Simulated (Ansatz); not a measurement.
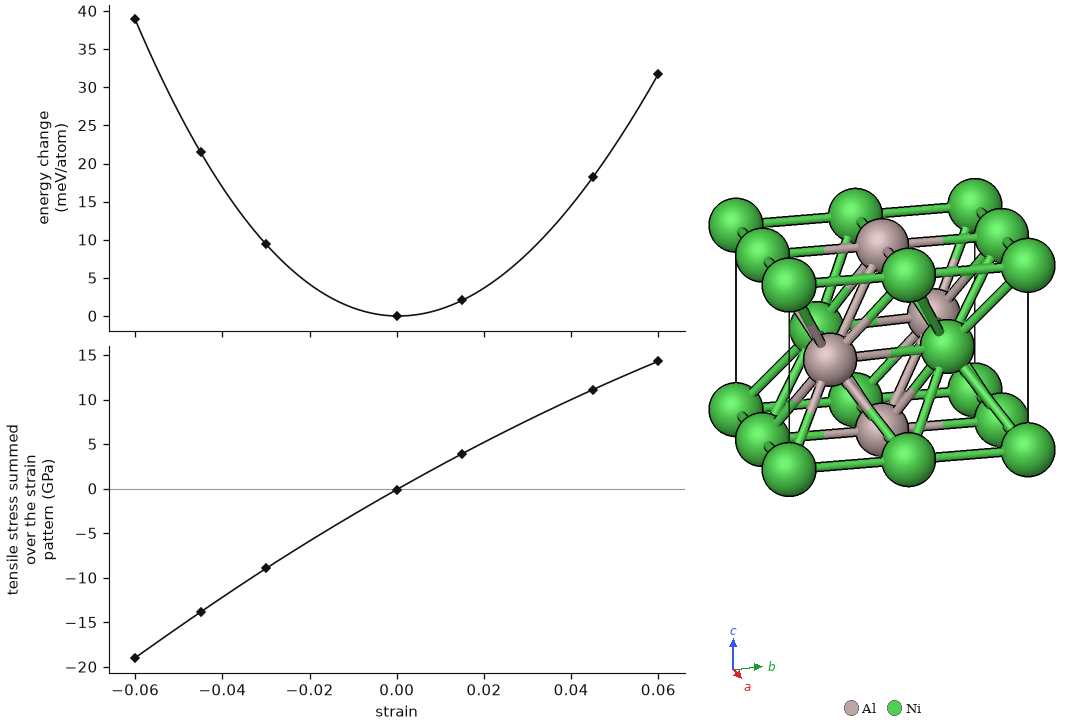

Computed with Ansatz 0.2.0: homogeneous strain of a crystal along one Voigt pattern with engineering shear, fractional coordinates fixed, by plane-wave density functional theory with PAW datasets, free energies less that of the undisturbed cell; scalar-relativistic. Level: r2SCAN, no spin polarisation.

- wave cutoff: 500 eV
- k mesh: 8×8×10
- occupations: Gaussian
- smearing width: 0.15 eV
- k shift: (0, 0, 0) (mesh steps)
- start: relaxed
- strain pattern: (0, 1, 0, 0, 0, 0) (xx yy zz yz xz xy with engineering shear)

Structure:
```yaml
crystal:
  lattice:
    - [3.29112, -3.69611, 0.00000]
    - [3.29112, 3.69611, 0.00000]
    - [0.00000, 0.00000, 3.72831]
  atoms:
    - { symbol: Al, position: [0.50000, 0.50000, 0.00000] }
    - { symbol: Al, position: [0.77927, 0.22073, 0.50000] }
    - { symbol: Al, position: [0.22073, 0.77927, 0.50000] }
    - { symbol: Ni, position: [0.00000, 0.00000, 0.00000] }
    - { symbol: Ni, position: [0.00000, 0.50000, 0.00000] }
    - { symbol: Ni, position: [0.50000, 0.00000, 0.00000] }
    - { symbol: Ni, position: [0.27646, 0.27646, 0.50000] }
    - { symbol: Ni, position: [0.72354, 0.72354, 0.50000] }
```

Caption: Energy change and tensile stress summed over the strain pattern against strain for Al₃Ni₅, space group Cmmm (No. 65). The cell is drawn beside the plot.

The energy rises on both sides of the starting structure, which is therefore a minimum along this path. The energy change is 38.89 meV/atom at strain −0.060 and 31.74 meV/atom at 0.060; the lowest computed point is at strain 0.000 (0.00 meV/atom), and no other minimum shows. The tensile stress summed over the strain pattern rises from −19.0 GPa at strain −0.060 to 14.3 GPa at 0.060, and changes sign near 0.000. The slope of stress against strain at the start, which at zero pressure is the clamped-ion constant C22, is 277 GPa. The second derivative of tensile stress is −1250 GPa.

Note: no spin polarisation, a magnetic state may lie lower.
